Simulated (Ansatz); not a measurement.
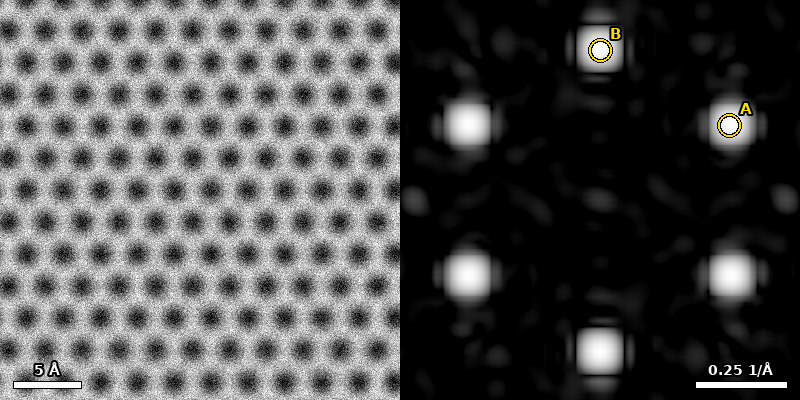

Phase-contrast TEM-like image of a crystal. Simulated in the weak-phase-object approximation with neutral-atom potentials: 300 kV, Cs = 1.00 mm, defocus −532 Å (negative is underfocus), defocus spread 20 Å, aperture 0.51 1/Å. Shot noise was added.

The right panel is the modulus of the image's Fourier transform on a logarithmic scale.

**Which lattice spacings do the marked spots stand for, and what angle do A and B enclose?**

A: 2.4 Å, B: 2.4 Å; A and B enclose about 60°.

The crystal is W (P6_3/mmc, No. 194) along [001]; the spots are (-1 1 0) and (-1 0 0). Model: the geometry relaxed with Ansatz, DFT, r2SCAN, plane waves (500 eV) with PAW, scalar-relativistic; the starting structure was generated, so it need not be a known form of this composition.
